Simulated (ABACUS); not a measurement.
## Energy of Se along an even scaling of the cell

System: Se (3 atoms in the cell).
Method: Kohn-Sham DFT of a periodic cell, PBEsol, PseudoDojo NC SR 0.4.1 PBEsol standard, no spin polarisation (ABACUS 3.10.1).

The 7 runs differ only in the geometry, by an even scaling of the cell at fixed fractional positions. The structure derives from an entry of the Crystallography Open Database.

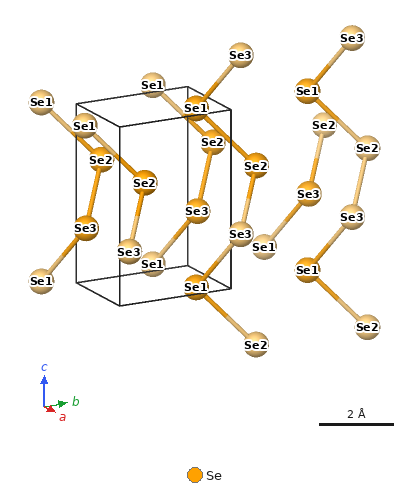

Figure 1. The structure of run 4 (ball-and-stick view of the cell of the calculation, repeated 1 × 2 × 1, seen slightly off an axis; neighbours outside the cell are drawn fainter; atoms are numbered from 1 in the order of the input). An atom can appear more than once, as a periodic image.

### Input file of run 4
```
INPUT_PARAMETERS
suffix              Se
calculation         scf
basis_type          pw
pseudo_dir          ./
symmetry            1
dft_functional      pbesol
ecutwfc             87
pseudo_rcut         7
nspin               1
nbands              29
ks_solver           dav
smearing_method     fd
smearing_sigma      0.00367493
scf_thr             1e-08
scf_nmax            100
mixing_type         broyden
mixing_beta         0.7
cal_force           1
cal_stress          1
kpar                4
```

### File STRU of run 4
```
ATOMIC_SPECIES
Se 78.9710 Se.upf

LATTICE_CONSTANT
1.8897261246

LATTICE_VECTORS
4.3662000000 0.0000000000 0.0000000000
-2.1831000000 3.7812401180 0.0000000000
0.0000000000 0.0000000000 4.9536000000

ATOMIC_POSITIONS
Direct

Se
0.0
3
0.7746000000 0.7746000000 0.0000000000 1 1 1
0.0000000000 0.2254000000 0.6666666667 1 1 1
0.2254000000 0.0000000000 0.3333333333 1 1 1
```

### File KPT of run 4
```
K_POINTS
0
Gamma
7 7 6 0 0 0
```

Command:
```bash
OMP_NUM_THREADS=1 mpirun -np 4 abacus > log
```

Lattice vectors (Å) and fractional positions of run 4:
```
   4.366200    0.000000    0.000000
  -2.183100    3.781240    0.000000
   0.000000    0.000000    4.953600
Se  0.774600  0.774600  0.000000
Se -0.000000  0.225400  0.666667
Se  0.225400  0.000000  0.333333
```

Run 2 differs from it as follows:
```diff
-4.3662000000 0.0000000000 0.0000000000
--2.1831000000 3.7812401180 0.0000000000
-0.0000000000 0.0000000000 4.9536000000
+4.3071900636 0.0000000000 0.0000000000
+-2.1535950318 3.7301360140 0.0000000000
+0.0000000000 0.0000000000 4.8866512526
```

### Results, with one run withheld

| run | volume per atom (Å³) | free energy per atom, from the lowest run given (meV) | pressure (GPa) | gap on the mesh (eV) |
| --- | --- | --- | --- | --- |
| 1 | 25.625 | 21.56 | 4.24 | 1.06 |
| 2 | 26.170 | ? | ? | ? |
| 3 | 26.716 | 2.69 | 1.40 | 1.11 |
| 4 | 27.261 | 0.00 | 0.19 | 1.13 |
| 5 | 27.806 | 1.20 | −0.89 | 1.15 |
| 6 | 28.351 | 5.88 | −1.86 | 1.13 |
| 7 | 28.896 | 13.69 | −2.73 | 1.11 |

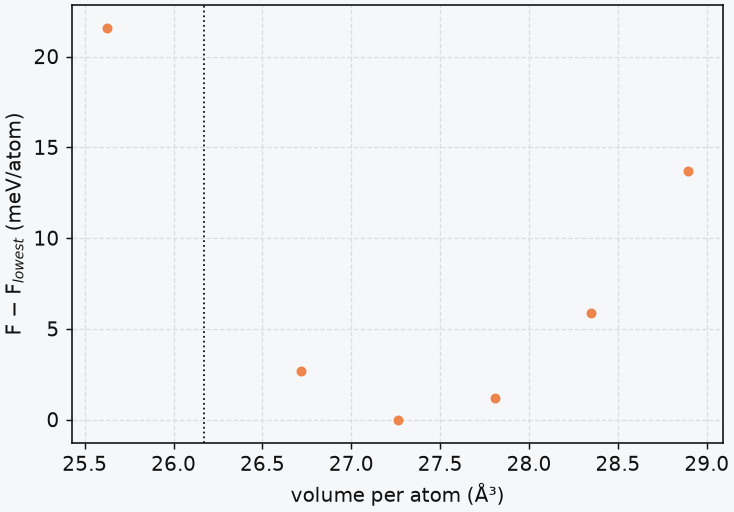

Figure 2. Free energy per atom of the runs given; the dotted line marks run 2.

What should run 2 give?

A cubic polynomial in V^(−2/3) (the Birch–Murnaghan form), fitted to the 6 runs given, misses them by under 0.01 meV per atom. With x = V^(−2/3) − 0.11001 Å⁻², it reads F = −0.040737 − 236.33 x + 8.884e+05 x² + 1.6842e+06 x³ (meV per atom). At run 2 it gives 9.72 meV per atom, and the run itself gives 9.71. The slope of the fit gives a pressure −dF/dV of 2.75 GPa there, and the run prints 2.74 GPa. The fit has its minimum at 27.357 Å³ per atom, where V d²F/dV² gives 56.1 GPa. Cell shape and fractional positions are held, so this is the stiffness under even scaling; the relaxed bulk modulus wasn't computed and can be far lower in a crystal of layers, chains or molecules like this one. The gap on the mesh lies between 1.06 eV (run 1) and 1.15 eV (run 5); run 2 has 1.09 eV. These are gaps of this functional on this mesh, which can miss the band edges; they aren't the measured gap.

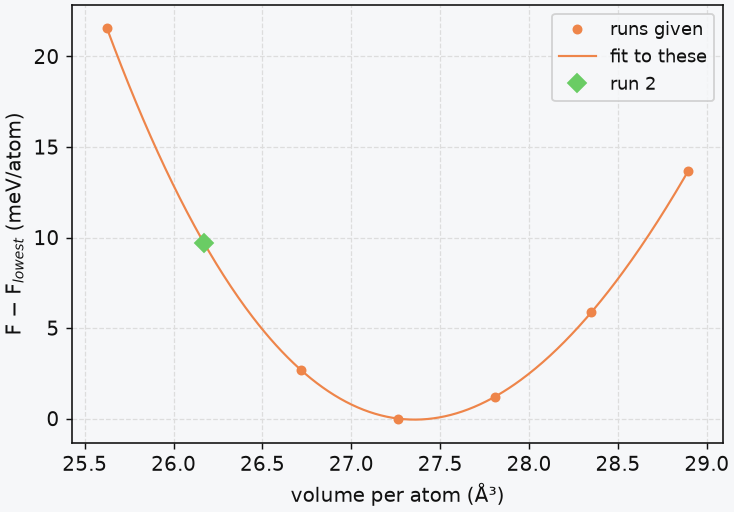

Figure 3. The fit and the withheld run.

### Some lines of the output (run 2)
```
[...]
                          Volume (Bohr^3) = 529.818
                             Volume (A^3) = 78.5108
 E_Fermi        0.6191318310         8.4237207152
 E_Fermi        0.6208154534         8.4466275727
 E_Fermi        0.6219692560         8.4623258628
 E_Fermi        0.6222546542         8.4662089039
 E_Fermi        0.6223786615         8.4678961103
 E_KS(sigma->0) -726.6477359933      -9886.5496483089
 E_Fermi        0.6223899424         8.4680495946
 final etot is -9886.5496487 eV
 EFERMI = 8.4680495946 eV
 TOTAL-PRESSURE: 27.390190 KBAR
 !FINAL_ETOT_IS -9886.5496486621868826 eV
```
